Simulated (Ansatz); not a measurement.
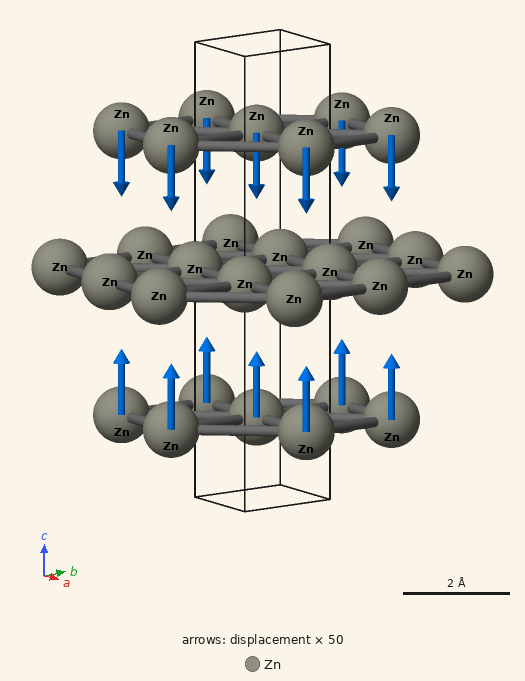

This is a relaxation of solid Zn (set up in P-6m2). The starting structure is drawn; blue arrows show the displacements (the part carried along by the change of the cell is left out), 50 times their true length.

Style: ball-and-stick. Shown: the cell of the calculation, slightly off an axis.

Case: 2 of 2 Li taken out, relaxed.

The calculation used DFT PBE, scalar-relativistic, plane waves, PAW in Ansatz 0.2.0.

Input
```yaml
crystal:
  lattice:
    - [2.5799152111, 0.0, 0.0]
    - [-1.2899576056, 2.2342721124, 0.0]
    - [0.0, 0.0, 8.654677194]
  atoms:
    - { symbol: Zn, position: [0.0, 0.0, 0.5] }
    - { symbol: Zn, position: [0.6666666667, 0.3333333333, 0.1879613901] }
    - { symbol: Zn, position: [0.6666666667, 0.3333333333, 0.8120386099] }
basis:
  ecutwfc: 420
kpoints:
  mp_grid: { grid: [18, 18, 4] }
hamiltonian:
  xc: pbe
scf:
  occupations: { method: gaussian, width: 0.1 }
output:
  forces: true
  stress: true
  eigenvalues: true
relax:
  adjacent_minimum: "off"
  f_tol: 0.025
  max_steps: 70
  cell: { stress_tol: 0.12 }
```

Launched with:
```bash
ansatz run input.yaml --threads 2 --pin off --max-ram 5120MiB --backend cpu --events-out ev --progress --plain --runs-dir out
```

Q: What did the optimiser do to the structure, and how much energy did it gain?

A: The largest moves relative to the cell, 0.025 Å, are those of Zn2 and Zn3. Zn3 goes along −c. The drawn cell changes as follows: a = b 2.580 → 2.617 Å (+1.4 %), c 8.655 → 8.188 Å (−5.4 %); the volume changes by −2.7 %. Near-neighbour distances that change, for instance: Zn1–Zn1 2.580 → 2.617 Å. The space group stays P-6m2 (No. 187). The energy falls by 24.9 meV per cell of the calculation in 4 accepted moves (5 points after the start). The largest force component goes from 0.063 to 0.0014 eV/Å. The pressure goes from 0.25 to −0.02 GPa. The SCF was repeated once at an unchanged geometry on a basis and grid sized afresh for the cell, which shifted the energy by 0.7 meV per cell of the calculation at most.
